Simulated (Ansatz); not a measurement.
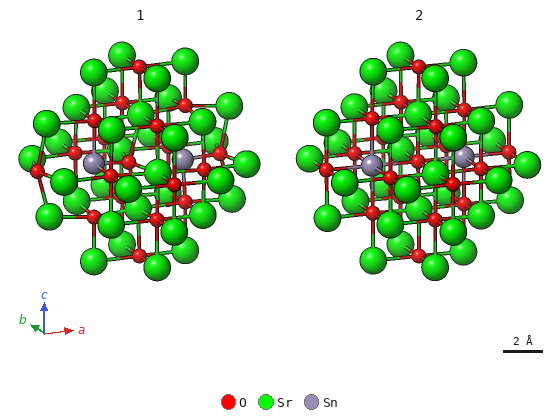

Two geometries of a defect cell of composition O32Sr30Sn2, drawn at one scale. One is the start of a relaxation, the other its converged end. A ball-and-stick model of the atoms within 5.8 Å of the atom that moves most (axes of the cell of the calculation (origin shifted)), seen slightly off an axis.

Theory: DFT, PBEsol, PAW, plane waves (Ansatz 0.2.0). (plane-wave cutoff 420 eV; k-point mesh 1 × 1 × 1; mesh shifted by (0.25, 0.25, 0.25); no spin polarisation; atoms relaxed in a fixed cell; force threshold 0.03 eV/Å; at most 80 steps)

Which one is relaxed?

Structure 1 is the relaxed one. An O atom moves most: 0.57 Å along −a. Largest moves by element: O 0.57 Å, Sn 0.25 Å, Sr 0.11 Å. The lattice vectors keep their values. Near-neighbour distances that change, for instance: O–Sn 2.565 → 3.113 Å, O–Sn 2.571 → 2.037 Å, O–Sn 2.542 → 2.037 Å, O–Sn 2.538 → 2.971 Å. Bond angles that change, for instance: Sr–O–Sr 179.4° → 153.6°, Sr–O–Sr 177.9° → 153.6°, O–Sr–O 88.8° → 110.7°. Over 6 geometry steps the energy falls by 1.164 eV per cell of the calculation. The largest force component goes from 0.59 to 0.024 eV/Å.
